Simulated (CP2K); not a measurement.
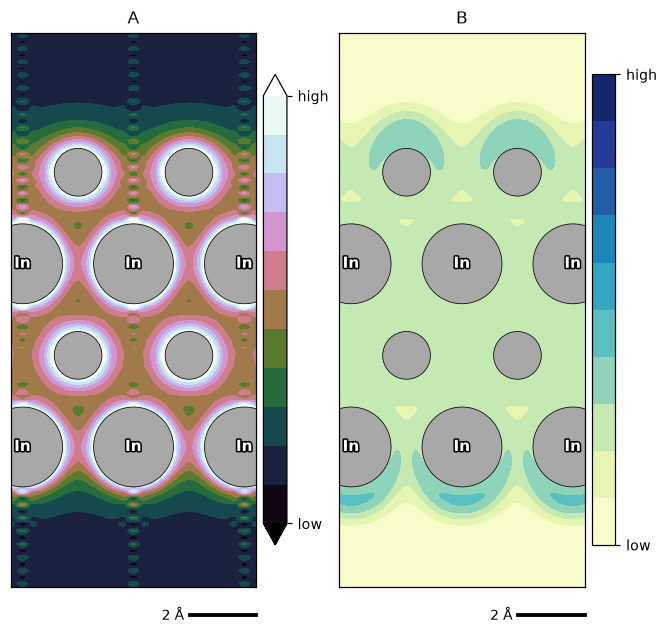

In (slab): 2 fields on the (11̄0) plane of the calculation cell, a cut from vacuum to vacuum, with unlabelled colour scales. Grey discs cover the atomic cores.

Computed with CP2K 2026.2, Kohn-Sham DFT of a periodic cell, rev-vdW-DF2, GTH-PBE with UZH-TZVP basis.

> Match the panels to the quantities (electron localisation function and valence pseudo-density).

Panel A: valence pseudo-density. Panel B: electron localisation function. From the grid: In–In (3.34 Å): ρ at the midpoint is about 0.13 e/Å³; the ELF is about 0.30 at the midpoint (no localised pair shows between them).
